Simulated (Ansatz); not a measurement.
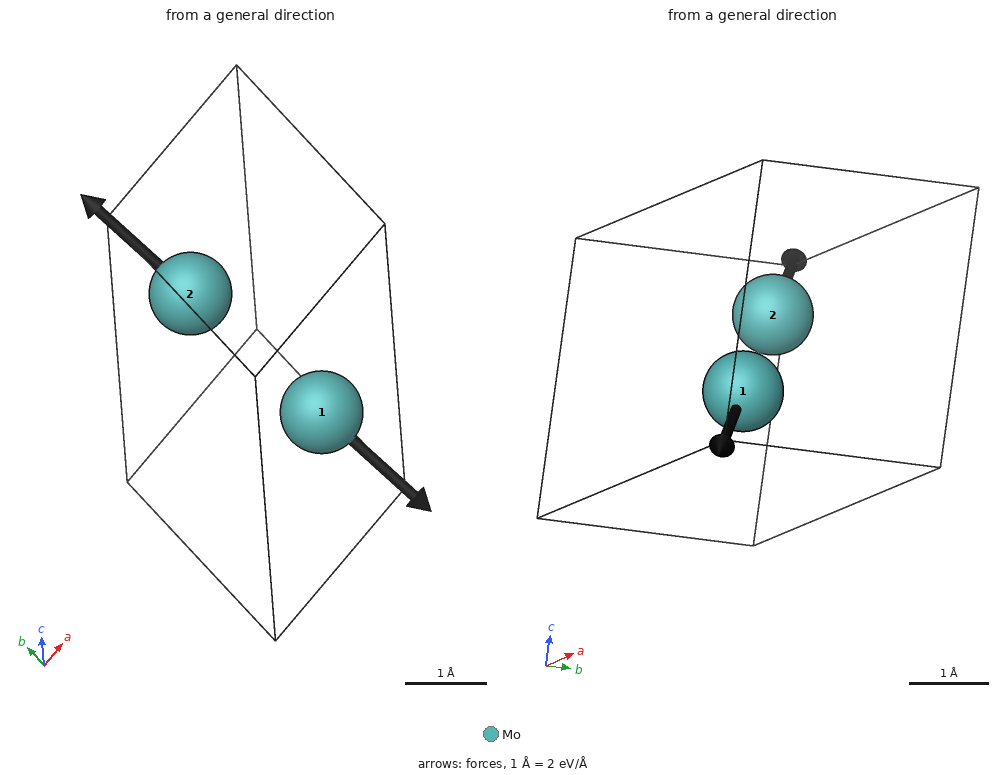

Structure drawing (spheres-only), viewed from two general directions. The wireframe shows the simulation cell. The arrows are the computed forces on the atoms.

System: Mo. Results below were computed with Ansatz 0.2.0, DFT PBEsol, scalar-relativistic, plane waves, PAW; the settings were plane waves up to 420 eV, k-points on a 24×24×24 grid, Gaussian smearing of 0.15 eV, no spin polarisation.

### Is this an equilibrium geometry?

No. The atoms still feel forces of up to about 2.7 eV/Å, far above a usual threshold of 0.01 to 0.03 eV/Å.

### Where does the largest force act?

Mo1 and Mo2, about 2.7 eV/Å.

The structure comes from a structure listed in the Materials Project. The cell was then strained or its atoms displaced on purpose. It was run through Ansatz as a DFT input.
